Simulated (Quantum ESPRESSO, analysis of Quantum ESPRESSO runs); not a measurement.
**Vacancy formation of the monovacancy in Cu (PBE) (Quantum ESPRESSO)**

Aim: the vacancy formation of the monovacancy in Cu, to be set beside the measurement. Set-up: PBE, SSSP 1.3 efficiency PBE, 32-site cell, PBE lattice, k: 4x4x4. The model is a cell of 32 host atoms with 1 Cu taken out. The formation energy is the energy of the cell with the vacancy less that of the same number of atoms in the perfect cell. Other potentials or another program check that the number doesn't hang on one set of files.

**The experiment.** Vacancy formation energy: 1.28 eV (quoted in “Nonuniversal structure of point defects in face-centered cubic metals”, 2021, Pui-Wai Ma and S. L. Dudarev, quoting earlier work (1991)). Vacancy formation energy: 1.19 eV (quoted in “Vacancy-formation energies for fcc and bcc transition metals”, 1995, T. Korhonen, M. J. Puska, R. M. Nieminen, quoting earlier work (1992)). The calculation is set beside it at the end.

Calculated with Quantum ESPRESSO 7.5; Quantum ESPRESSO plane-wave DFT, PBE, SSSP 1.3 efficiency PBE potentials; relaxation of all atoms of a defect supercell.

**1. Set-up**

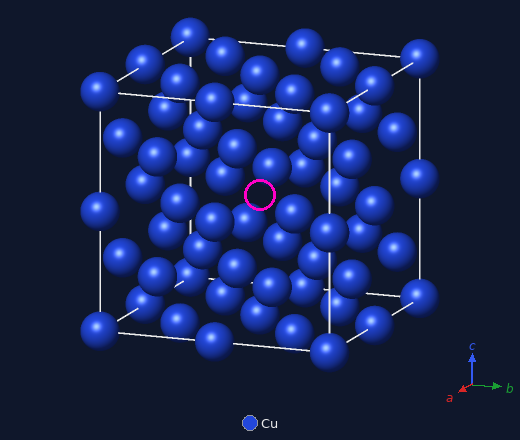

The cell as given, slightly off an axis (copper blue). A ring marks the centre wherever it is empty. Some periodic images of atoms are drawn too.

The cell holds 31 atoms: 31 Cu. Its edges and angles: a = 7.254 Å, b = 7.254 Å, c = 7.254 Å, α = 90.0°, β = 90.0°, γ = 90.0°. It derives from Cu (space group Fm-3m). Nearest the centre at fractional (0.500, 0.500, 0.500): Cu29 at 2.56 Å, Cu30 at 2.56 Å, Cu31 at 2.56 Å, Cu8 at 2.56 Å, Cu18 at 2.56 Å, Cu15 at 2.56 Å, Cu16 at 2.56 Å, Cu11 at 2.56 Å.

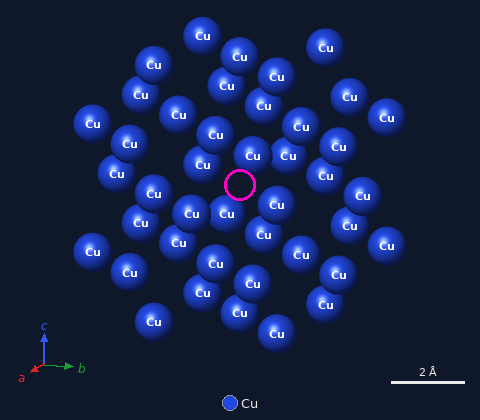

The atoms within 5 Å of the centre. A ring marks the centre wherever it is empty.

The host's primitive cell comes from a first run (Quantum ESPRESSO plane-wave DFT, PBE, SSSP 1.3 efficiency PBE potentials; relaxation of cell and atoms of a defect-free cell): vectors of 2.565, 2.565 and 2.565 Å. That is 11.93 Å³ an atom, 1.0 % over the diffraction cell's volume. The supercell is built on it.

**2. Relaxation, charge 0**

Every later number rests on the structure around the defect, so the atoms are relaxed at the host's lattice first.

pw.in reads:

```
&CONTROL
  calculation = 'relax'
  prefix = 'pwscf'
  outdir = './tmp'
  pseudo_dir = './pseudo'
  tprnfor = .true.
  disk_io = 'low'
  nstep = 70
  forc_conv_thr = 0.00078
  etot_conv_thr = 0.0001
/
&SYSTEM
  ibrav = 0
  nat = 31
  ntyp = 1
  ecutwfc = 55
  ecutrho = 440
  nbnd = 222
  occupations = 'smearing'
  smearing = 'mv'
  degauss = 0.00734986
/
&ELECTRONS
  conv_thr = 3d-08
  electron_maxstep = 100
  mixing_beta = 0.5
/
&IONS
  ion_dynamics = 'bfgs'
/
ATOMIC_SPECIES
Cu    63.5460 Cu.paw.z_11.ld1.psl.v1.0.0-low.upf
CELL_PARAMETERS angstrom
   7.2535322878    0.0000000000    0.0000000000
   0.0000000000    7.2535322878    0.0000000000
   0.0000000000    0.0000000000    7.2535322878
ATOMIC_POSITIONS crystal
Cu     0.0000000000    0.0000000000    0.0000000000
Cu     0.0000000000    0.2500000000    0.2500000000
Cu     0.2500000000    0.0000000000    0.2500000000
Cu     0.2500000000    0.2500000000    0.0000000000
Cu     0.0000000000    0.0000000000    0.5000000000
Cu     0.0000000000    0.2500000000    0.7500000000
Cu     0.2500000000    0.0000000000    0.7500000000
Cu     0.2500000000    0.2500000000    0.5000000000
Cu     0.0000000000    0.5000000000    0.0000000000
Cu     0.0000000000    0.7500000000    0.2500000000
Cu     0.2500000000    0.5000000000    0.2500000000
Cu     0.2500000000    0.7500000000    0.0000000000
Cu     0.0000000000    0.5000000000    0.5000000000
Cu     0.0000000000    0.7500000000    0.7500000000
Cu     0.2500000000    0.5000000000    0.7500000000
Cu     0.2500000000    0.7500000000    0.5000000000
Cu     0.5000000000    0.0000000000    0.0000000000
Cu     0.5000000000    0.2500000000    0.2500000000
Cu     0.7500000000    0.0000000000    0.2500000000
Cu     0.7500000000    0.2500000000    0.0000000000
Cu     0.5000000000    0.0000000000    0.5000000000
Cu     0.5000000000    0.2500000000    0.7500000000
Cu     0.7500000000    0.0000000000    0.7500000000
Cu     0.7500000000    0.2500000000    0.5000000000
Cu     0.5000000000    0.5000000000    0.0000000000
Cu     0.5000000000    0.7500000000    0.2500000000
Cu     0.7500000000    0.5000000000    0.2500000000
Cu     0.7500000000    0.7500000000    0.0000000000
Cu     0.5000000000    0.7500000000    0.7500000000
Cu     0.7500000000    0.5000000000    0.7500000000
Cu     0.7500000000    0.7500000000    0.5000000000
K_POINTS automatic
4 4 4 0 0 0
```

Started as:

```bash
> OMP_NUM_THREADS=1 mpirun -n 4 pw.x -nk 4 -in pw.in > pw.out
```

Log:

```text
This program is part of the open-source Quantum ESPRESSO suite
     for quantum simulation of materials; please cite
         "P. Giannozzi et al., J. Phys.:Condens. Matter 21 395502 (2009);
         "P. Giannozzi et al., J. Phys.:Condens. Matter 29 465901 (2017);
         "P. Giannozzi et al., J. Chem. Phys. 152 154105 (2020);
          URL
     in publications or presentations arising from this work. More details at

     file Cu.paw.z_11.ld1.psl.v1.0.0-low.upf: wavefunction(s)  4S 3D renormalized
     Message from routine setup:
     using ibrav=0 with symmetry is DISCOURAGED, use correct ibrav instead

     K-points division:     npool     =       4
     Subspace diagonalization in iterative solution of the eigenvalue problem:
     a serial algorithm will be used

     G-vector sticks info
     --------------------
     sticks:   dense  smooth     PW     G-vecs:    dense   smooth      PW
     Sum        6573    3297    917               401807   142009   20719

     Using Slab Decomposition

     bravais-lattice index     =            0
     lattice parameter (alat)  =      13.7072  a.u.
     unit-cell volume          =    2575.4033 (a.u.)^3
     number of atoms/cell      =           31
     number of atomic types    =            1
     number of electrons       =       341.00
     number of Kohn-Sham states=          222
     kinetic-energy cutoff     =      55.0000  Ry
     charge density cutoff     =     440.0000  Ry
     scf convergence threshold =      3.0E-08
     mixing beta               =       0.5000
     number of iterations used =            8  plain     mixing
     energy convergence thresh.=      1.0E-04
     force convergence thresh. =      7.8E-04
     Exchange-correlation= SLA  PW   PBX  PBC
                           (   1   4   3   4   0   0   0)
     nstep                     =           70

     celldm(1)=  13.707189  celldm(2)=   0.000000  celldm(3)=   0.000000
     celldm(4)=   0.000000  celldm(5)=   0.000000  celldm(6)=   0.000000

     crystal axes: (cart. coord. in units of alat)
               a(1) = (   1.000000   0.000000   0.000000 )
               a(2) = (   0.000000   1.000000   0.000000 )
               a(3) = (   0.000000   0.000000   1.000000 )

     reciprocal axes: (cart. coord. in units 2 pi/alat)
               b(1) = (  1.000000  0.000000  0.000000 )
               b(2) = (  0.000000  1.000000  0.000000 )
               b(3) = (  0.000000  0.000000  1.000000 )

     PseudoPot. # 1 for Cu read from file:
     Cu.paw.z_11.ld1.psl.v1.0.0-low.upf
     Pseudo is Projector augmented-wave + core cor, Zval = 11.0
     Generated using &quot;atomic&quot; code by A. Dal Corso  v.6.3MaX
     Shape of augmentation charge: PSQ
     Using radial grid of 1199 points,  6 beta functions with:
                l(1) =   0
                l(2) =   0
                l(3) =   1
                l(4) =   1
                l(5) =   2
                l(6) =   2
     Q(r) pseudized with 0 coefficients

     atomic species   valence    mass     pseudopotential
     Cu               11.00    63.54600     Cu( 1.00)

     48 Sym. Ops., with inversion, found

   Cartesian axes

     site n.     atom                  positions (alat units)
         1        Cu     tau(   1) = (   0.0000000   0.0000000   0.0000000  )
         2        Cu     tau(   2) = (   0.0000000   0.2500000   0.2500000  )
         3        Cu     tau(   3) = (   0.2500000   0.0000000   0.2500000  )
         4        Cu     tau(   4) = (   0.2500000   0.2500000   0.0000000  )
         5        Cu     tau(   5) = (   0.0000000   0.0000000   0.5000000  )
         6        Cu     tau(   6) = (   0.0000000   0.2500000   0.7500000  )
         7        Cu     tau(   7) = (   0.2500000   0.0000000   0.7500000  )
         8        Cu     tau(   8) = (   0.2500000   0.2500000   0.5000000  )
         9        Cu     tau(   9) = (   0.0000000   0.5000000   0.0000000  )
        10        Cu     tau(  10) = (   0.0000000   0.7500000   0.2500000  )
        11        Cu     tau(  11) = (   0.2500000   0.5000000   0.2500000  )
        12        Cu     tau(  12) = (   0.2500000   0.7500000   0.0000000  )
        13        Cu     tau(  13) = (   0.0000000   0.5000000   0.5000000  )
        14        Cu     tau(  14) = (   0.0000000   0.7500000   0.7500000  )
        15        Cu     tau(  15) = (   0.2500000   0.5000000   0.7500000  )
        16        Cu     tau(  16) = (   0.2500000   0.7500000   0.5000000  )
[...]
24        Cu     tau(  24) = (   0.7500000   0.2500000   0.5000000  )
        25        Cu     tau(  25) = (   0.5000000   0.5000000   0.0000000  )
        26        Cu     tau(  26) = (   0.5000000   0.7500000   0.2500000  )
        27        Cu     tau(  27) = (   0.7500000   0.5000000   0.2500000  )
        28        Cu     tau(  28) = (   0.7500000   0.7500000   0.0000000  )
        29        Cu     tau(  29) = (   0.5000000   0.7500000   0.7500000  )
        30        Cu     tau(  30) = (   0.7500000   0.5000000   0.7500000  )
        31        Cu     tau(  31) = (   0.7500000   0.7500000   0.5000000  )

     number of k points=    10  Marzari-Vanderbilt smearing, width (Ry)=  0.0073
                       cart. coord. in units 2pi/alat
        k(    1) = (   0.0000000   0.0000000   0.0000000), wk =   0.0312500
        k(    2) = (   0.0000000   0.0000000   0.2500000), wk =   0.1875000
        k(    3) = (   0.0000000   0.0000000  -0.5000000), wk =   0.0937500
        k(    4) = (   0.0000000   0.2500000   0.2500000), wk =   0.3750000
        k(    5) = (   0.0000000   0.2500000  -0.5000000), wk =   0.3750000
        k(    6) = (   0.0000000  -0.5000000  -0.5000000), wk =   0.0937500
        k(    7) = (   0.2500000   0.2500000   0.2500000), wk =   0.2500000
        k(    8) = (   0.2500000   0.2500000  -0.5000000), wk =   0.3750000
        k(    9) = (   0.2500000  -0.5000000  -0.5000000), wk =   0.1875000
        k(   10) = (  -0.5000000  -0.5000000  -0.5000000), wk =   0.0312500

     Dense  grid:   401807 G-vectors     FFT dimensions: (  96,  96,  96)

     Smooth grid:   142009 G-vectors     FFT dimensions: (  72,  72,  72)

     Initial potential from superposition of free atoms

     starting charge     340.9930, renormalised to     341.0000
     Starting wfcs are  279 randomized atomic wfcs
     Checking if some PAW data can be deallocated...

     Self-consistent Calculation

     iteration #  1     ecut=    55.00 Ry     beta= 0.50
     Davidson diagonalization with overlap
     ethr =  1.00E-02,  avg # of iterations =  4.0

     Threshold (ethr) on eigenvalues was too large:
[...]
internal energy E=F+TS    =   -6605.91277594 Ry

     The total energy is F=E-TS. E is the sum of the following terms:
     one-electron contribution =    -973.29101077 Ry
     hartree contribution      =     993.29799656 Ry
     xc contribution           =   -1383.12581224 Ry
     ewald contribution        =   -2457.61995073 Ry
     one-center paw contrib.   =   -2785.17399876 Ry

     convergence has been achieved in  10 iterations

     Forces acting on atoms (cartesian axes, Ry/au):

[...]
Total force =     0.004812     Total SCF correction =     0.000072
     Energy error            =      5.0E-04 Ry
     Gradient error          =      8.7E-04 Ry/Bohr

     number of scf cycles    =   5
     number of bfgs steps    =   4

     energy             old  =   -6605.9115894759 Ry
     energy             new  =   -6605.9120932118 Ry

     CASE: energy            _new < energy            _old

     new trust radius        =       0.0100660549 bohr
     new conv_thr            =       0.0000000003 Ry

ATOMIC_POSITIONS (crystal)
[...]
NEW-OLD atomic charge density approx. for the potential

     Self-consistent Calculation

[...]
Threshold (ethr) on eigenvalues was too large:
     Diagonalizing with lowered threshold

[...]
total energy              =   -6605.91216302 Ry
[...]
iteration #  3     ecut=    55.00 Ry     beta= 0.50
     Davidson diagonalization with overlap
     ethr =  1.38E-08,  avg # of iterations =  2.2

     total energy              =   -6605.91218255 Ry
     estimated scf accuracy    <       0.00003773 Ry

     iteration #  4     ecut=    55.00 Ry     beta= 0.50
     Davidson diagonalization with overlap
     ethr =  1.11E-08,  avg # of iterations =  1.2

     total energy              =   -6605.91218307 Ry
     estimated scf accuracy    <       0.00000187 Ry

     iteration #  5     ecut=    55.00 Ry     beta= 0.50
     Davidson diagonalization with overlap
     ethr =  5.48E-10,  avg # of iterations =  2.0

     total energy              =   -6605.91218113 Ry
     estimated scf accuracy    <       0.00000194 Ry

     iteration #  6     ecut=    55.00 Ry     beta= 0.50
     Davidson diagonalization with overlap
     ethr =  5.48E-10,  avg # of iterations =  1.3

     total energy              =   -6605.91218115 Ry
     estimated scf accuracy    <       0.00000008 Ry

     iteration #  7     ecut=    55.00 Ry     beta= 0.50
     Davidson diagonalization with overlap
     ethr =  2.38E-11,  avg # of iterations =  2.0

     total energy              =   -6605.91218115 Ry
     estimated scf accuracy    <       0.00000005 Ry

     iteration #  8     ecut=    55.00 Ry     beta= 0.50
     Davidson diagonalization with overlap
     ethr =  1.49E-11,  avg # of iterations =  2.0

     total energy              =   -6605.91218115 Ry
     estimated scf accuracy    <          8.0E-09 Ry

     iteration #  9     ecut=    55.00 Ry     beta= 0.50
     Davidson diagonalization with overlap
     ethr =  2.34E-12,  avg # of iterations =  2.0

     total energy              =   -6605.91218115 Ry
     estimated scf accuracy    <          2.9E-09 Ry

     iteration # 10     ecut=    55.00 Ry     beta= 0.50
     Davidson diagonalization with overlap
     ethr =  8.44E-13,  avg # of iterations =  2.0

     End of self-consistent calculation

          k = 0.0000 0.0000 0.0000 ( 17773 PWs)   bands (ev):

[...]
k = 0.0000 0.0000 0.2500 ( 17732 PWs)   bands (ev):

[...]
k = 0.0000 0.0000-0.5000 ( 17704 PWs)   bands (ev):

[...]
21.9028  22.2958  22.2958  22.7945  22.9623  23.0818

          k = 0.0000 0.2500 0.2500 ( 17755 PWs)   bands (ev):

[...]
21.9726  22.1112  22.1434  22.6611  22.6639  22.7981

          k = 0.0000 0.2500-0.5000 ( 17748 PWs)   bands (ev):

[...]
23.0855  23.0973  23.1196  23.1384  23.1999  23.2687

          k = 0.0000-0.5000-0.5000 ( 17780 PWs)   bands (ev):

[...]
22.8933  23.0232  23.5649  23.5734  23.5752  23.5884

          k = 0.2500 0.2500 0.2500 ( 17755 PWs)   bands (ev):

[...]
22.2744  22.3606  22.8483  22.8607  22.8607  23.0316

          k = 0.2500 0.2500-0.5000 ( 17712 PWs)   bands (ev):

[...]
22.1428  22.3715  22.4059  22.8218  23.0706  23.7665

          k = 0.2500-0.5000-0.5000 ( 17764 PWs)   bands (ev):

[...]
22.6072  22.6072  22.6685  23.9784  23.9915  24.0846

          k =-0.5000-0.5000-0.5000 ( 17784 PWs)   bands (ev):

[...]
10.4468  10.4470  10.4470  10.4470  10.4537  10.4537  10.4537  10.4673
    10.4673  10.4673  10.4727  12.7574  12.7574  12.7574  12.7727  12.7727
    12.9159  12.9159  12.9159  12.9192  12.9192  12.9192  12.9196  12.9196
    12.9227  12.9227  12.9227  12.9240  12.9601  12.9601  12.9601  13.5632
    13.5632  13.5632  13.5634  18.5677  18.5677  18.5677  18.5854  18.6146
    18.6146  18.6239  18.6239  18.6284  18.6284  18.6284  18.6480  18.6480
    18.6480  18.6936  18.6936  18.6936  18.7832  18.7832  18.7832  19.2256
    19.2256  19.2256  19.5873  24.3890  24.3899  24.3905  24.3907  24.3908
    24.4231  24.4231  24.4232  24.4282  24.4453  24.4575

     the Fermi energy is    11.9290 ev

!    total energy              =   -6605.91218115 Ry
     total all-electron energy =   -102609.184930 Ry
     estimated scf accuracy    <          2.5E-10 Ry
     smearing contrib. (-TS)   =       0.00067540 Ry
     internal energy E=F+TS    =   -6605.91285655 Ry

     The total energy is F=E-TS. E is the sum of the following terms:
     one-electron contribution =    -971.40301062 Ry
     hartree contribution      =     992.36007332 Ry
     xc contribution           =   -1383.12165220 Ry
     ewald contribution        =   -2458.57488750 Ry
     one-center paw contrib.   =   -2785.17337954 Ry

     convergence has been achieved in  10 iterations

     Forces acting on atoms (cartesian axes, Ry/au):

[...]
atom   24 type  1   force =     0.00006613   -0.00006613    0.00000000
     atom   25 type  1   force =     0.00000000    0.00000000    0.00000000
     atom   26 type  1   force =     0.00000000    0.00006613   -0.00006613
     atom   27 type  1   force =     0.00006613    0.00000000   -0.00006613
     atom   28 type  1   force =    -0.00018424   -0.00018424    0.00000000
     atom   29 type  1   force =     0.00000000    0.00006613    0.00006613
     atom   30 type  1   force =     0.00006613    0.00000000    0.00006613
     atom   31 type  1   force =     0.00006613    0.00006613    0.00000000

     Total force =     0.000959     Total SCF correction =     0.000046
     Energy error            =      8.8E-05 Ry
     Gradient error          =      1.8E-04 Ry/Bohr

     bfgs converged in   6 scf cycles and   5 bfgs steps
     (criteria: energy <  1.0E-04 Ry, force <  7.8E-04 Ry/Bohr)

     End of BFGS Geometry Optimization

     Final energy             =   -6605.9121811531 Ry

     File ./tmp/pwscf.bfgs deleted, as requested
Begin final coordinates

ATOMIC_POSITIONS (crystal)
[...]
Cu               0.7473748484        0.2526251516        0.5000000000
Cu               0.5000000000        0.5000000000        0.0000000000
Cu               0.5000000000        0.7473748484        0.2526251516
Cu               0.7473748484        0.5000000000        0.2526251516
Cu               0.7491871191        0.7491871191       -0.0000000000
Cu               0.5000000000        0.7473748484        0.7473748484
Cu               0.7473748484        0.5000000000        0.7473748484
Cu               0.7473748484        0.7473748484        0.5000000000
End final coordinates

=------------------------------------------------------------------------------=
   JOB DONE.
=------------------------------------------------------------------------------=
```

Wall time 63 min (4 MPI ranks of Arm Neoverse V2, shared host); peak memory 3.7 GiB; 4.2 h of CPU time.

Step by step:

```
step  energy less that of the first step (eV)
   0                                   0.0000
   1                                  -0.0071
   2                                  -0.0138
   3                                  -0.0217
   4                                  -0.0285
   5                                  -0.0297
```

The atoms that moved most (Å):

```
atom      dx      dy      dz  length
 Cu8   0.019   0.019   0.000   0.027
Cu11   0.019   0.000   0.019   0.027
Cu18   0.000   0.019   0.019   0.027
Cu16   0.019  -0.019   0.000   0.027
Cu26   0.000  -0.019   0.019   0.027
Cu24  -0.019   0.019   0.000   0.027
Cu22   0.000   0.019  -0.019   0.027
Cu15   0.019   0.000  -0.019   0.027
```

Final coordinates:

```xyz
31
Lattice="7.2535 0.0000 0.0000 0.0000 7.2535 0.0000 0.0000 0.0000 7.2535" Properties=species:S:1:pos:R:3 pbc="T T T"
Cu    0.0000    0.0000    0.0000
Cu    0.0000    1.8193    1.8193
Cu    1.8193    0.0000    1.8193
Cu    1.8193    1.8193    0.0000
Cu    0.0000    0.0000    3.6268
Cu    0.0000    1.8193    5.4343
Cu    1.8193    0.0000    5.4343
Cu    1.8324    1.8324    3.6268
Cu    0.0000    3.6268    0.0000
Cu    0.0000    5.4343    1.8193
Cu    1.8324    3.6268    1.8324
Cu    1.8193    5.4343    0.0000
Cu    0.0000    3.6268    3.6268
Cu    0.0000    5.4343    5.4343
Cu    1.8324    3.6268    5.4211
Cu    1.8324    5.4211    3.6268
Cu    3.6268    0.0000    0.0000
Cu    3.6268    1.8324    1.8324
Cu    5.4343    0.0000    1.8193
Cu    5.4343    1.8193    0.0000
Cu    3.6268    0.0000    3.6268
Cu    3.6268    1.8324    5.4211
Cu    5.4343    0.0000    5.4343
Cu    5.4211    1.8324    3.6268
Cu    3.6268    3.6268    0.0000
Cu    3.6268    5.4211    1.8324
Cu    5.4211    3.6268    1.8324
Cu    5.4343    5.4343    0.0000
Cu    3.6268    5.4211    5.4211
Cu    5.4211    3.6268    5.4211
Cu    5.4211    5.4211    3.6268
```

The atoms nearest to the centre after the run:

```
atom  distance (Å)
 Cu8         2.538
Cu11         2.538
Cu18         2.538
Cu16         2.538
Cu31         2.538
Cu24         2.538
Cu22         2.538
Cu15         2.538
Cu26         2.538
Cu27         2.538
Cu30         2.538
Cu29         2.538
```

From the first step to the last the energy fell by 0.030 eV, and the largest move was 0.027 Å (Cu8 and 11 other atoms alike).

(Part 1 of 2 ends here.)

[Logs are printed without paths, hosts, clocks, repeated set-up lines and the standing remarks that a program may print on its own settings, such as how far it seeks lower states.]

[Hosts, paths, dates, database ids (printed as entryN), source tags and the programs' standing remarks are cut or masked in the printed files.]

[For some hosts the program warned that the k-mesh of the response run may be too coarse for force constants and the static dielectric constant; such warnings are not shown here.]
